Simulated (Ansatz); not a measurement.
# Si_N in AlN (P6_3mc): charge-transition levels and formation energies, part 2 of 2

Wanted: the transition levels of a substitutional impurity in AlN (P6_3mc), from a cell of 72 host atoms with 1 N taken out and 1 Si put in.

Ansatz; place-levels on r2SCAN runs: charge-transition levels and formation energies with image-charge correction and potential alignment at the atomic sites; PAW set soft_1.

So far: Starting point; What was run first.

### 3. place-levels, r2SCAN

A charged cell interacts with its images and the background, and its potential has another zero than the host's. place-levels removes the first by a point-charge model, screened by the static dielectric constant since the ions have relaxed around the charge, and the second by comparing potentials at atoms far from the defect.

The host is a run of the defect-free crystal in the same cutoffs, grids and k-points, so that basis and sampling errors cancel in part in the differences. The host is run in a cell of 8 atoms on a matching mesh. Its band edges are searched through the zone by a band path, so the gap is smaller than, or equal to, that on the mesh. Chemical potentials are energies per atom of N (N2 molecule) and Si (diamond), run with the same functional and cutoff.

levels.point.yaml

```yaml
host:
  run: host.point.run
states: [qm1.point.run, q0_M1.point.run, qp1.point.run, qp1_M2.point.run]
geometry_from:
  qm1.point.run: qm1.relax.run
  q0_M1.point.run: q0_M1.relax.run
  qp1.point.run: qp1.relax_smeared.run
  qp1_M2.point.run: qp1_M2.relax.run
  host.point.run: host.relax.run
chemical_potentials:
  "N":
    energy: -384.814403
    dataset: "<sha256 of the dataset>"
  Si:
    energy: -639.06578
    dataset: <sha256 of the dataset>
epsilon: [4.49, 4.49, 4.72]
static_epsilon: [8.15, 8.15, 9.65]
vertical:
  - { from: qm1.point.run, to: qm1.point_neutral.run }
  - { from: qp1.point.run, to: qp1.point_neutral.run }
  - { from: qp1_M2.point.run, to: qp1_M2.point_neutral.run }
```

The run is started by

```sh
ansatz place-levels levels.point.yaml -- --threads 4 --pin off --max-ram 7536MiB
```

The log of the run:

```text
[... repeated set-up lines and file paths are left out, and long positions are rounded to six places ...]
(+1/0) 1.702 eV above the valence edge, 3.176 eV under the conduction edge
(0/-1) 2.486 eV above the valence edge, 2.392 eV under the conduction edge
formation energy of charge +1: +7.854 eV with the Fermi level at the valence edge
formation energy of charge 0: +9.556 eV with the Fermi level at the valence edge
formation energy of charge -1: +12.042 eV with the Fermi level at the valence edge
vertical -1 to 0: no energy, since no alignment is typed
  the change from vertical[0].from (qm1.point.run) to vertical[0].to (qm1.point_neutral.run): by its potential at epsilon [4.49, 4.49, 4.72] it stands at 0.566 0.467 0.454, with an rms radius of about 1.6 Å (1.5 0.6 0.0 Å across the planes of the cell's [...]
vertical +1 to 0: no energy, since no alignment is typed
  the change from vertical[1].from (qp1.point.run) to vertical[1].to (qp1.point_neutral.run): by its potential at epsilon [4.49, 4.49, 4.72] it stands at 0.527 0.472 0.387, with an rms radius of about 1.8 Å (0.7 0.7 1.6 Å across the planes of the cell's [...]
vertical +1 to 0: no energy, since no alignment is typed
  the change from vertical[2].from (qp1_M2.point.run) to vertical[2].to (qp1_M2.point_neutral.run): by its potential at epsilon [4.49, 4.49, 4.72] it stands at 0.546 0.460 0.400, with an rms radius of about 1.9 Å (0.9 0.6 1.5 Å across the planes of the cell's [...]
  edges by r2scan, gap 4.878 eV; the host is sampled to repeats of 18.64 Å
  the defect's cells are sampled to repeats of 18.64 Å, like sampling
  charge +1: -33678.8273 eV with its correction of +0.357 eV, at epsilon [8.15, 8.15, 9.65], aligned at sites: +0.0939 eV, mean over 33 atomic sites at or beyond 4.66 Å from the host's site at [0.5554, 0.4446, 0.4403] by the defect at [0.5556, 0.4444, [...]
  charge 0: +0.000 eV for its dipole among its images, +0.038 omitted
  charge -1: -33660.8028 eV with its correction of +0.119 eV, at epsilon [8.15, 8.15, 9.65], aligned at sites: +0.1436 eV, mean over 33 atomic sites at or beyond 4.66 Å from the host's site at [0.5554, 0.4446, 0.4403] by the defect at [0.5556, 0.4444, [...]
  charge +1: states[2] (qp1.point.run) stands 0.381 eV higher, with a moment of 0.00 μB against 2.00
  of states[3] (qp1_M2.point.run): its displacements don't fall off away from the defect: farther atoms stand 0.029 Å off the host's places. [...]
  of states[1] (q0_M1.point.run): its displacements don't fall off away from the defect: farther atoms stand 0.033 Å off the host's places. [...]
  of states[0] (qm1.point.run): it parts from the run at its places by a charge that spreads by about 1.5 Å along one vector (1.4 Å or more is wide), by its potential at epsilon [4.49, 4.49, 4.72], taken for that of held ions (one typed too small widens it), [...]
  of states[2] (qp1.point.run): its sublattices stand up to 0.0127 Å off the host's, which by the two runs' forces adds about -0.02 eV to its energy against the host's, and moves the band edges: relax the crystal first, and build the cells on it; [...]
  of vertical[0].from (qm1.point.run): its displacements don't fall off away from the defect: farther atoms stand 0.033 Å off the host's places. [...]
  of vertical[0].to (qm1.point_neutral.run): its displacements don't fall off away from the defect: farther atoms stand 0.033 Å off the host's places. [...]
  of vertical[1].from (qp1.point.run): its displacements don't fall off away from the defect: farther atoms stand 0.051 Å off the host's places. [...]
  of vertical[1].to (qp1.point_neutral.run): its displacements don't fall off away from the defect: farther atoms stand 0.051 Å off the host's places. [...]
  of vertical[2].from (qp1_M2.point.run): its displacements don't fall off away from the defect: farther atoms stand 0.029 Å off the host's places. [...]
  of vertical[2].to (qp1_M2.point_neutral.run): its displacements don't fall off away from the defect: farther atoms stand 0.029 Å off the host's places. [...]
```

Elapsed: 0.52 s, on 4 threads of Arm Neoverse V1, shared host.

Levels between the charges placed, in eV above the valence top:

```tsv
	gap (eV)	(+1/0)	(0/−1)
r2SCAN	4.88	1.70	2.49
```

Corrections by state:

```tsv
charge	moment (μB)	image terms and alignment (eV)	band filling (eV)	ε used	over the lowest of its charge, as the program ranks them, band filling apart (eV)
+1	2.0	0.357	-	principal values (8.15, 8.15, 9.65)	0.000
0	1.0	0.000	-	-	0.000
−1	0.0	0.119	-	principal values (8.15, 8.15, 9.65)	0.000
+1	0.0	0.357	-	principal values (8.15, 8.15, 9.65)	0.381
```

The charged structures listed were also run neutral, and place-levels reads from each pair, by the potential or the spins, how wide the charge is by which they differ; that can be the carrier of either run.

```tsv
charge	rms radius (Å)	spread where it is widest against the cell (Å)	wide from (Å)	reading
+1	1.9	1.52	1.72	narrow
−1	1.6	1.50	1.40	wide
```

The neutral runs of these pairs need not share the spin of the lowest neutral state, and very wide values only mean spread over the cell.

From the program's caveats on the states, each cut to its opening words:

- charge +1 (2 μB): its displacements don't fall off away from the defect: farther atoms stand 0.029 Å off the host's places
- charge +1 (2 μB), 0 (1 μB): flagged: stability check not made
- charge 0 (1 μB), −1: its displacements don't fall off away from the defect: farther atoms stand 0.033 Å off the host's places
- charge −1: it parts from the run at its places by a charge that spreads by about 1.5 Å along one vector (1.4 Å or more is wide), by its potential at epsilon [4.49, 4.49, [...]
- charge −1: its alignment with the host at atomic sites is doubtful: the mean over the far sites moves by +0.0584 eV from their farther parts to their nearer, more than [...]
- charge +1: its sublattices stand up to 0.0127 Å off the host's, which by the two runs' forces adds about -0.02 eV to its energy against the host's, and moves the band [...]
- charge +1: its displacements don't fall off away from the defect: farther atoms stand 0.051 Å off the host's places

The host's formation energy from the elements is -1.627 eV per atom; it sets how far the chemical potentials can move.

Limit set by the element alone; other compounds of these elements are not counted. Chemical potentials from the elements' reference states: Al 0.00 eV, N -3.25 eV, Si 0.00 eV. Formation energies (Al-rich), with the Fermi level at the valence top and at the conduction bottom (gap 4.88 eV):

```tsv
charge	at valence top (eV)	at conduction bottom (eV)	correction included (eV)
+1	4.60	9.48	0.36
0	6.30	6.30	0.00
−1	8.79	3.91	0.12
```

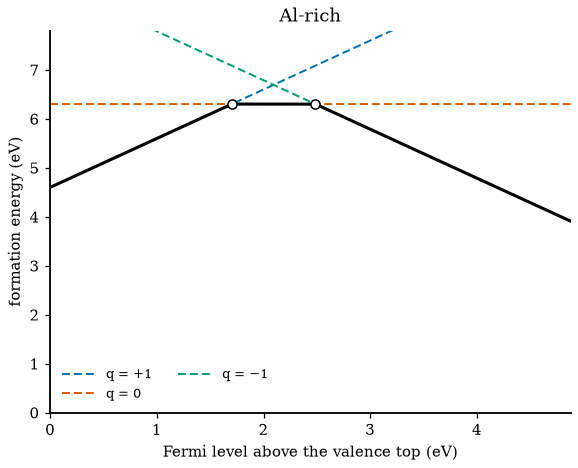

Formation energy against Fermi level; the thick line follows the lowest charge state and circles mark the transition levels.

Limit set by the element alone; other compounds of these elements are not counted. Chemical potentials from the elements' reference states: N 0.00 eV, Al -3.25 eV, Si 0.00 eV. Formation energy by charge state (N-rich; gap 4.88 eV):

```tsv
charge	at valence top (eV)	at conduction bottom (eV)	correction included (eV)
+1	7.85	12.73	0.36
0	9.56	9.56	0.00
−1	12.04	7.16	0.12
```

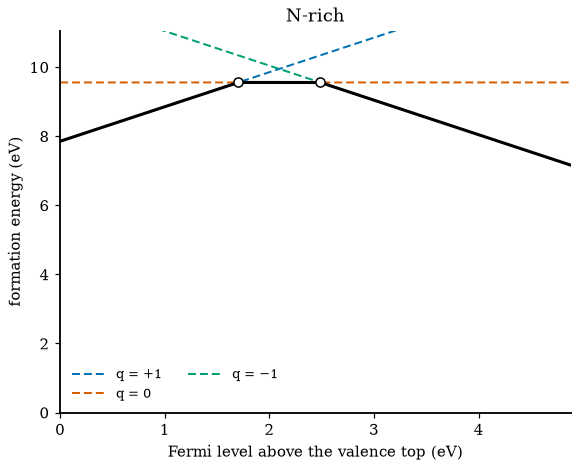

Formation energy against Fermi level; the thick line follows the lowest charge state and circles mark the transition levels.

### 4. What came out

```yaml
gap_of_the_host: 4.88 eV (r2SCAN)
level_plus_1_over_0: 1.70 eV above the valence top
level_0_minus_1: 2.49 eV above the valence top
lowest_of_the_charges_placed_just_above_the_valence_top_0p02_ev: +1
lowest_of_the_charges_placed_just_below_the_conduction_bottom_0p02_ev: −1
lowest_formation_energy_at_mid_gap_of_the_charges_run_al_rich: 6.30 eV
lowest_formation_energy_at_mid_gap_of_the_charges_run_n_rich: 9.56 eV
```

Of the charges placed (−1, 0 and +1), the lowest changes at 1.70 eV (+1/0) and 2.49 eV (0/−1) above the valence top, in a gap of 4.88 eV. Charges above +1 and below −1 were not placed, so these runs say nothing of levels that involve them. States placed: +1 at 2 μB and 0 μB; 0 at 1 μB; −1 at 0 μB. Other spin states or structures, where not listed, weren't placed. Si is taken at its element; compounds, which aren't counted here, bound the chemical potentials and would shift these formation energies. The program doubts the alignment of potentials for at least one state, a sign that the cell is small. Keep in mind: r2SCAN makes the gap too small and tends to spread out bound carriers; where a gas molecule sets a chemical potential or the host's formation energy, its binding is uncorrected; force components of up to 0.15 eV/Å remain in a run at the final settings.

[Logs are printed without paths, hosts, clocks, repeated set-up lines and the standing remarks that a program may print on its own settings, such as how far it seeks lower states.]

[Hosts, paths, dates, database ids (printed as entryN), source tags and the programs' standing remarks are cut or masked in the printed files.]

[Where a table of states has a column of steps, it counts the stored structures, which are thinned; the runs took as many ionic steps or more.]

[A defect's name tells the site on which it was built; relaxed atoms can leave that site.]

[For some hosts the program warned that the k-mesh of the response run may be too coarse for force constants and the static dielectric constant; such warnings are not shown here.]
